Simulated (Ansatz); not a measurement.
A series of calculations on P

Part 1: Relaxation

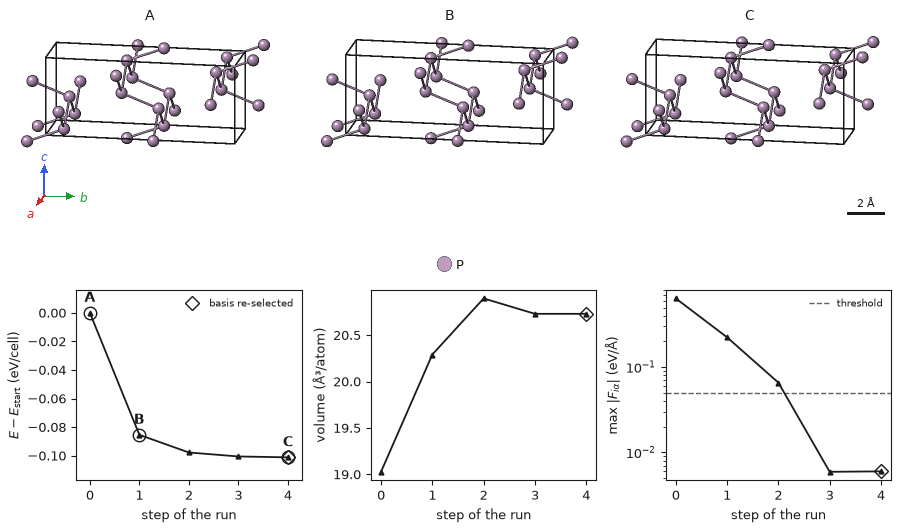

Frames of a relaxation of a crystal of P (set up in Cmce) (coarse preliminary run), marked on the history of the run. A ball-and-stick model of the conventional cell (2 times the calculation's cell), seen slightly off an axis. Lengths and directions refer to the drawn axes.

All numbers below come from Ansatz 0.2.0, DFT r2SCAN, scalar-relativistic, plane waves, PAW.

Input
```yaml
crystal:
  lattice:
    - [1.655, -5.25, 0.0]
    - [1.655, 5.25, 0.0]
    - [0.0, 0.0, 4.38]
  atoms:
    - { symbol: P, position: [0.098, 0.902, 0.91] }
    - { symbol: P, position: [0.598, 0.402, 0.59] }
    - { symbol: P, position: [0.902, 0.098, 0.09] }
    - { symbol: P, position: [0.402, 0.598, 0.41] }
basis:
  ecutwfc: 500
kpoints:
  mp_grid: { grid: [6, 6, 4] }
hamiltonian:
  xc: r2scan
scf:
  occupations: { method: gaussian, width: 0.1 }
output:
  forces: true
  stress: true
  eigenvalues: true
relax:
  adjacent_minimum: "off"
  f_tol: 0.05
  max_steps: 80
  cell: { stress_tol: 0.5 }
```

Command:
```bash
ansatz run input.yaml --threads 2 --pin off --max-ram 5120MiB --backend cpu --events-out ev --progress --plain --runs-dir out
```

Question: What happens along the run?

Answer: The largest moves relative to the cell, 0.029 Å, are those of P1, P2, P3 and P4. P3 goes along [0 −2 −1]. The drawn cell changes as follows: a 3.310 → 3.306 Å (−0.1 %), b 10.500 → 10.998 Å (+4.7 %), c 4.380 → 4.561 Å (+4.1 %); the volume changes by +8.9 %. Among the contacts that change: P1–P3 2.204 → 2.249 Å, P1–P2 2.169 → 2.213 Å. Among the angles between lasting bonds that change: P2–P1–P2 99.5° → 96.6°. The space group stays Cmce (No. 64). Over 3 accepted moves (4 points after the start) the energy falls by 0.101 eV per cell of the calculation. The largest force component goes from 0.64 to 0.006 eV/Å. Pressure: 5.07 GPa at the start and −0.03 GPa at the end. The SCF was repeated once at an unchanged geometry on a basis and grid sized afresh for the cell, which shifted the energy by 0.6 meV per cell of the calculation at most. The run took 38 s on 2 threads of Intel(R) Xeon(R) Processor @ 2.50GHz (Skylake/Cascade Lake), on a shared host, peak memory 0.74 GiB. From step 0 to 1: P atoms move most (0.04 Å), volume +6.6 %, energy −85.4 meV per cell of the calculation. From step 1 to 4: volume +2.2 %, energy −15.7 meV per cell of the calculation.

| step | E − E(0), meV/atom | largest force component, eV/Å | pressure, GPa | volume, Å³/atom | note |
| --- | --- | --- | --- | --- | --- |
| 0 | 0.00 | 0.6392 | 5.07 | 19.028 |  |
| 1 | -21.35 | 0.2235 | 2.13 | 20.292 |  |
| 2 | -24.43 | 0.0657 | -0.48 | 20.896 |  |
| 3 | -25.13 | 0.0059 | -0.03 | 20.730 |  |
| 4 | -25.28 | 0.0060 | -0.03 | 20.730 | same geometry, new basis |

Part 2: Relaxation

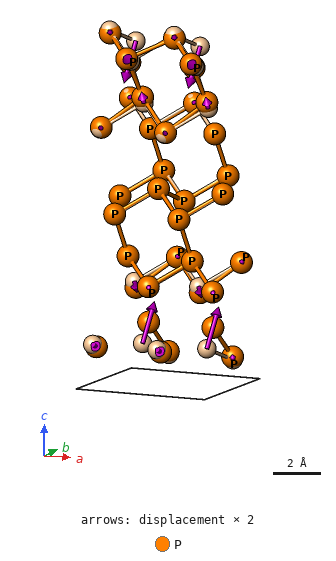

A relaxation of a slab of composition P (cut from the Cmce phase). The starting structure is drawn faded, the final one solid; purple arrows show the displacements, magnified 2 times.

The picture is a ball-and-stick view of the 2 × 1 repeat of the cell, outlined in the plane, without the vacuum (origin shifted), seen slightly off an axis.

Case: (0 2 1) slab, atoms relaxed. The slab is the (0 2 1) face of P.

All numbers below come from Ansatz, DFT r2SCAN, scalar-relativistic, plane waves, PAW. Settings: plane-wave cutoff 500 eV; k-point mesh 11 × 5 × 1; occupations gaussian; smearing width 0.05 eV; no spin polarisation; dipole correction; atoms relaxed in a fixed cell; force threshold 0.02 eV/Å; at most 60 steps.

Question: Describe the change and its energy.

Answer: After 13 accepted moves (14 points after the start) the energy has fallen by 1.085 eV per cell of the calculation. The largest force component goes from 1.3 to 0.0038 eV/Å. The line search rejected the trial step at point 10 of the run. The largest moves relative to the layer's centre, 1.01 Å, are those of P atoms. The cell doesn't change. Some distances before and after: P–P 3.497 → 2.597 Å, P–P 2.252 → 2.180 Å, P–P 2.211 → 2.264 Å, P–P 2.252 → 2.241 Å. Among the angles between lasting bonds that change: P–P–P 103.8° → 89.4°, P–P–P 103.8° → 98.9°, P–P–P 103.8° → 107.3°. Cost: 69 min on 2 threads of Intel(R) Xeon(R) Processor @ 2.50GHz (Skylake/Cascade Lake), with other jobs on the host, peak memory 3.2 GiB.

Part 3: A change

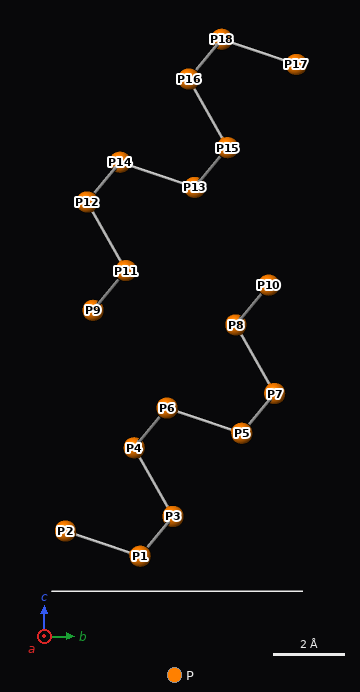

This is a (0 2 1) slab of P as cut from the relaxed bulk. The picture is a ball-and-stick view of the 2 × 1 repeat of the cell, outlined in the plane, without the vacuum, seen along the a axis.

All numbers below come from DFT r2SCAN, scalar-relativistic, plane waves, PAW in Ansatz. (plane-wave cutoff 500 eV; occupations gaussian; no spin polarisation) The k-mesh is chosen for each cell (12×12×8, 11×5×1). Smearing widths differ between the runs.

Now this is done to it. The atoms of the slab are relaxed at the bulk's in-plane cell.

The input:
```yaml
crystal:
  lattice:
    - [3.2996010483, 0.0, 0.0]
    - [-1.6498005241, 7.1491488093, 0.0]
    - [0.0, 0.0, 29.762439738]
  atoms:
    - { symbol: P, position: [0.6761383794, 0.3522767589, 0.2519954703] }
    - { symbol: P, position: [0.5268609965, 0.0537219931, 0.2761568462] }
    - { symbol: P, position: [0.2417296419, 0.4834592838, 0.2901102245] }
    - { symbol: P, position: [0.16426911, 0.3285382201, 0.3560040129] }
    - { symbol: P, position: [0.8791377554, 0.7582755108, 0.3699573912] }
    - { symbol: P, position: [0.7298603725, 0.459720745, 0.394118767] }
    - { symbol: P, position: [0.4447290179, 0.8894580357, 0.4080721454] }
    - { symbol: P, position: [0.367268486, 0.734536972, 0.4739659337] }
    - { symbol: P, position: [0.0821371314, 0.1642742627, 0.4879193121] }
    - { symbol: P, position: [0.9328597485, 0.8657194969, 0.5120806879] }
    - { symbol: P, position: [0.6477283938, 0.2954567877, 0.5260340663] }
    - { symbol: P, position: [0.570267862, 0.1405357239, 0.5919278546] }
    - { symbol: P, position: [0.2851365073, 0.5702730147, 0.605881233] }
    - { symbol: P, position: [0.1358591244, 0.2717182489, 0.6300426088] }
    - { symbol: P, position: [0.8507277698, 0.7014555396, 0.6439959871] }
    - { symbol: P, position: [0.7732672379, 0.5465344759, 0.7098897755] }
    - { symbol: P, position: [0.4881358833, 0.9762717666, 0.7238431538] }
    - { symbol: P, position: [0.3388585004, 0.6777170008, 0.7480045297] }
basis:
  ecutwfc: 500
kpoints:
  mp_grid: { grid: [11, 5, 1] }
hamiltonian:
  xc: r2scan
scf:
  occupations: { method: gaussian, width: 0.05 }
output:
  forces: true
  eigenvalues: true
  write_density: true
  write_potential: true
  elf: true
  volumetric_format: npy
relax:
  adjacent_minimum: "off"
  f_tol: 0.02
  max_steps: 60
efield:
  axis: 3
  dipole_correction: true
  ramp_width: 0.04
```

Run as
```bash
ansatz run input.yaml --threads 2 --pin off --max-ram 5120MiB --backend cpu --events-out ev --progress --plain --runs-dir out
```

**What does the calculation give for the changed structure?**

The surface energy (mean of the two faces) falls from 1.44 to 1.06 J/m². The top spacing, between the P and P planes, goes from 0.72 to 1.47 Å (+104.4 %), the bottom one (P to P) from 0.72 to 1.47 Å (+104.4 %). The lattice vectors keep their values. The largest moves relative to the layer's centre, 1.01 Å, are those of P2 and P17. P17 goes at 29° to the normal (−c side). Near-neighbour distances before and after: P–P 2.252 → 2.180 to 2.250 Å, P–P 2.211 → 2.213 to 2.264 Å.

Drawn alike, the variant:

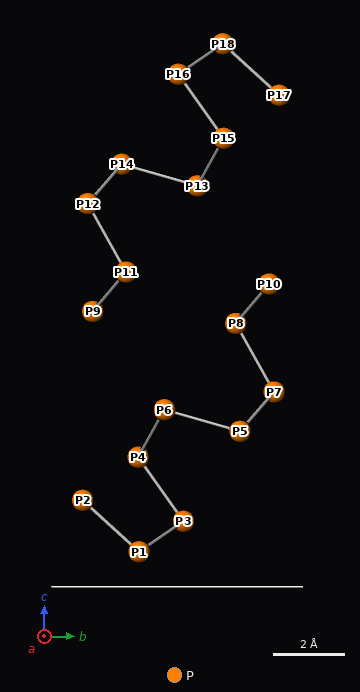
